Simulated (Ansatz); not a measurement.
# C: 5 runs along one coordinate

System: C (8 atoms in the cell).
Method: DFT PBE, scalar-relativistic, plane waves, PAW, PAW set soft_1, no spin polarisation (Ansatz 0.2.0).

The 5 runs differ only in the geometry, by a shift of atoms along one path in a fixed cell. The shift s is measured from run 3: C1 moves along the Cartesian direction (0.00, 1.00, 0.00), and C2, C3, C4, C5, C6, C7 and C8 with it in fixed proportion. The structure derives from an entry of the Crystallography Open Database.

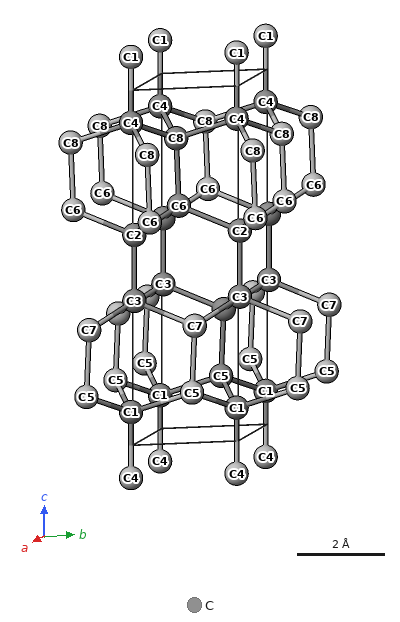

Figure 1. The structure of run 3 (ball-and-stick view of the cell of the calculation, seen slightly off an axis; neighbours outside the cell are drawn fainter; atoms are numbered from 1 in the order of the input).

## Input of run 3
```yaml
crystal:
  lattice:
    - [2.5180642186, 0.0, 0.0]
    - [-1.2590321093, 2.1807075817, 0.0]
    - [0.0, 0.0, 8.3046919353]
  atoms:
    - { symbol: C, position: [-0.0198521754, -0.0212774974, 0.0929732494] }
    - { symbol: C, position: [0.0198521754, 0.0212774974, 0.5929732494] }
    - { symbol: C, position: [0.0198521754, 0.0212774974, 0.4070267506] }
    - { symbol: C, position: [-0.0198521754, -0.0212774974, 0.9070267506] }
    - { symbol: C, position: [0.3170769863, 0.6492431665, 0.1555299995] }
    - { symbol: C, position: [0.6829230137, 0.3507568335, 0.6555299995] }
    - { symbol: C, position: [0.3495896803, 0.6840901669, 0.3444700005] }
    - { symbol: C, position: [0.6504103197, 0.3159098331, 0.8444700005] }
basis:
  ecutwfc: 520.0
kpoints:
  mp_grid: { grid: [12, 12, 4] }
hamiltonian:
  xc: pbe
  pseudopotentials: { kind: paw, azcp: { folder: soft_1 } }
scf:
  occupations: { method: gaussian, width: 0.05 }
output:
  forces: true
  stress: true
  eigenvalues: true
```

Command:
```bash
ansatz run input.yaml --threads 2 --pin off --max-ram 4096MiB --backend cpu --events-out ev --progress --plain --runs-dir out
```

Lattice vectors (Å) and fractional positions of run 3:
```
   2.518064    0.000000    0.000000
  -1.259032    2.180708    0.000000
   0.000000    0.000000    8.304692
C  -0.019852 -0.021277  0.092973
C   0.019852  0.021277  0.592973
C   0.019852  0.021277  0.407027
C  -0.019852 -0.021277  0.907027
C   0.317077  0.649243  0.155530
C   0.682923  0.350757  0.655530
C   0.349590  0.684090  0.344470
C   0.650410  0.315910  0.844470
```

Run 4 differs from it as follows:
```diff
-    - { symbol: C, position: [-0.0198521754, -0.0212774974, 0.0929732494] }
-    - { symbol: C, position: [0.0198521754, 0.0212774974, 0.5929732494] }
-    - { symbol: C, position: [0.0198521754, 0.0212774974, 0.4070267506] }
-    - { symbol: C, position: [-0.0198521754, -0.0212774974, 0.9070267506] }
-    - { symbol: C, position: [0.3170769863, 0.6492431665, 0.1555299995] }
-    - { symbol: C, position: [0.6829230137, 0.3507568335, 0.6555299995] }
-    - { symbol: C, position: [0.3495896803, 0.6840901669, 0.3444700005] }
-    - { symbol: C, position: [0.6504103197, 0.3159098331, 0.8444700005] }
+    - { symbol: C, position: [-0.014532801, -0.0106387487, 0.0929732494] }
+    - { symbol: C, position: [0.014532801, 0.0106387487, 0.5929732494] }
+    - { symbol: C, position: [0.014532801, 0.0106387487, 0.4070267506] }
+    - { symbol: C, position: [-0.014532801, -0.0106387487, 0.9070267506] }
+    - { symbol: C, position: [0.3214328614, 0.6579549166, 0.1555299995] }
+    - { symbol: C, position: [0.6785671386, 0.3420450834, 0.6555299995] }
+    - { symbol: C, position: [0.3452338053, 0.6753784168, 0.3444700005] }
+    - { symbol: C, position: [0.6547661947, 0.3246215832, 0.8444700005] }
```

## Results, with one run withheld

| run | shift s of C1 (Å) | free energy per atom, from the lowest run given (meV) | pressure (GPa) | gap on the mesh (eV) | force along the path (eV/Å) |
| --- | --- | --- | --- | --- | --- |
| 1 | −0.0696 | 37.72 | 0.14 | 4.50 | 5.204 |
| 2 | −0.0232 | 13.57 | 0.06 | 4.53 | 3.121 |
| 3 | 0.0000 | 6.03 | 0.03 | 4.54 | 2.080 |
| 4 | 0.0232 | ? | ? | ? | ? |
| 5 | 0.0464 | 0.00 | 0.02 | 4.54 | 0.000 |

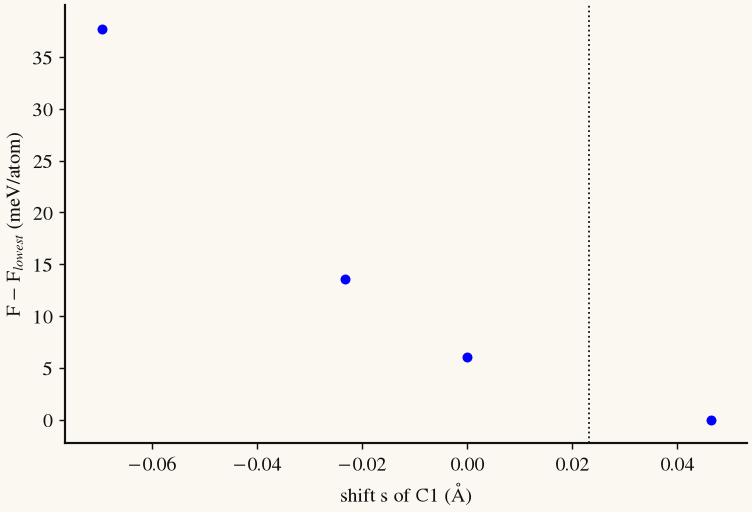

Figure 2. Free energy per atom of the runs given; the dotted line marks run 4.

What should run 4 give?

A quadratic polynomial in the coordinate, fitted to the 4 runs given, misses them by under 0.01 meV per atom. With x = s + 0.0116, it reads F = 9.4225 − 325.17 x + 2805.4 x² (meV per atom). At run 4 it gives 1.50 meV per atom, and the run itself gives 1.51. The slope of the fit gives a force −dF/ds of 1.039 eV/Å along the path (summed over the atoms that move), and the printed forces give 1.040 eV/Å. The fit has no minimum inside this range. The gap on the mesh lies between 4.50 eV (run 1) and 4.54 eV (run 5); run 4 has 4.54 eV. These are gaps of this functional on this mesh, which can miss the band edges; they aren't the measured gap.

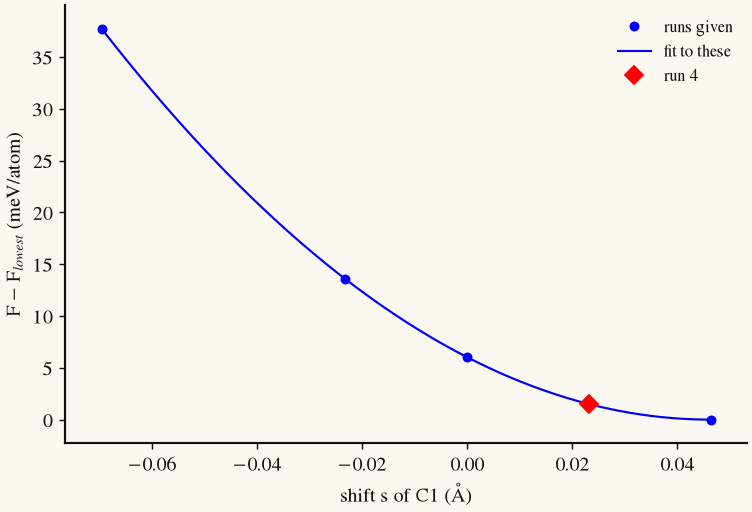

Figure 3. The fit and the withheld run.

## Output, shortened to warnings, some set-up lines, iterations and results (run 4)
```
Basis set: ecut = 520 eV, 1243 PW (Γ), exchange–correlation on 40×40×128 points (8 copies of the dense FFT grid, shifted against one another)
Symmetry: 2 space group operations
k-points: 222 of 576 (time reversal used)
Initial density: superposition of atomic densities (chi_scale 0.1, normalization cell)
[...]
SCF iter   1: F=—  HF=-2008.561927 eV  |F-HF|=—  |Δ(HF+E_count)|=         —  Δρ=1.37e-1  dr2=6.10e0  ethr=3.10e-3  ⟨swp⟩=6.0  Hψ=24859  notcnv=0  defer=8
SCF iter   2: F=—  HF=-2006.618977 eV  |F-HF|=—  |Δ(HF+E_count)|=    1.94e0  Δρ=5.71e-2  dr2=9.63e-1  ethr=3.10e-3  ⟨swp⟩=2.9  Hψ=12718  notcnv=0  defer=536
SCF iter   3: F=—  HF=-2006.373229 eV  |F-HF|=—  |Δ(HF+E_count)|=   2.46e-1  Δρ=5.00e-3  dr2=3.99e-3  ethr=3.01e-3  ⟨swp⟩=3.0  Hψ=9530  notcnv=0  defer=536
SCF iter   4: F=—  HF=-2006.375358 eV  |F-HF|=—  |Δ(HF+E_count)|=   2.13e-3  Δρ=5.62e-4  dr2=2.81e-4  ethr=1.25e-5  ⟨swp⟩=2.6  Hψ=8429  notcnv=0  defer=314
SCF iter   5: F=—  HF=-2006.375288 eV  |F-HF|=—  |Δ(HF+E_count)|=   7.04e-5  Δρ=1.80e-4  dr2=6.74e-6  ethr=8.79e-7  ⟨swp⟩=2.0  Hψ=7167  notcnv=0  defer=314
SCF iter   6: F=—  HF=-2006.375280 eV  |F-HF|=—  |Δ(HF+E_count)|=   7.06e-6  Δρ=4.82e-5  dr2=2.88e-7  ethr=2.11e-8  ⟨swp⟩=2.1  Hψ=8583  notcnv=0  defer=314
SCF iter   7: F=-2006.375281 eV  HF=-2006.375281 eV  |F-HF|=8.09e-9  |Δ(HF+E_count)|=   6.21e-7  Δρ=7.46e-6  dr2=1.98e-8  ethr=3.13e-10  ⟨swp⟩=10.1  Hψ=25481  notcnv=0
SCF 1 converged in 7 iterations: F = -2006.375281 eV  dr2 = 1.98e-8
SCF converged after 7 iterations
Free energy (F): -2006.375281 eV
Harris-Foulkes:  -2006.375281 eV  (|F-HF|=8.09e-9)
Internal energy: -2006.375281 eV  (E = F + TS)
E sigma→0 (E₀):  -2006.375281 eV
Fermi energy:    15.652117 eV
--- Per-component energies (eV) ---
  E_band       = 137.781681
  E_kinetic    = 717.423574
  E_local      = -444.847696  (includes V_loc(G=0)·N_el)
  E_nonlocal   = 183.515828
  E_hartree    = 106.978503
  E_xc         = -381.324645
  E_vxc        = -470.924030  (∫ρ·V_xc dr)
  E_paw        = -799.575046  (= ΣΔE_a)
  E_vpaw       = -61.342524  (= ΣTr[D̂ρ^β])
  E_aug_tail   = 0.000018  (compensation charges beyond the density's cutoff)
  E_ewald      = -1388.545816
  E_smearing   = -0.000000  (= −TS)
  E_closure    = -0.000000  (closes the sum)
  Σ components = -2006.375281   (vs F -2006.375281, Δ=0.00e0)
--- Forces (eV/Å), atoms counted from 1 ---
  atom   1  C      0.15873485     0.15546862    -0.00091091
  atom   2  C     -0.15873485    -0.15546862    -0.00091091
  atom   3  C     -0.15220048    -0.15546605     0.00086020
  atom   4  C      0.15220048     0.15546605     0.00086020
  atom   5  C      0.12324722     0.12761183     0.00187301
  atom   6  C     -0.12324722    -0.12761183     0.00187301
  atom   7  C     -0.13197728    -0.12761315    -0.00182196
  atom   8  C      0.13197728     0.12761315    -0.00182196
  max |Σ_I F_I| component: 6.72e-7 eV/Å
--- Stress (GPa, compression-positive) ---
        0.005754      -0.069889       0.000000
       -0.069889       0.005849       0.000000
        0.000000       0.000000       0.053271
  P = ⅓ Tr σ = 0.0216 GPa (0.216 kbar)
```
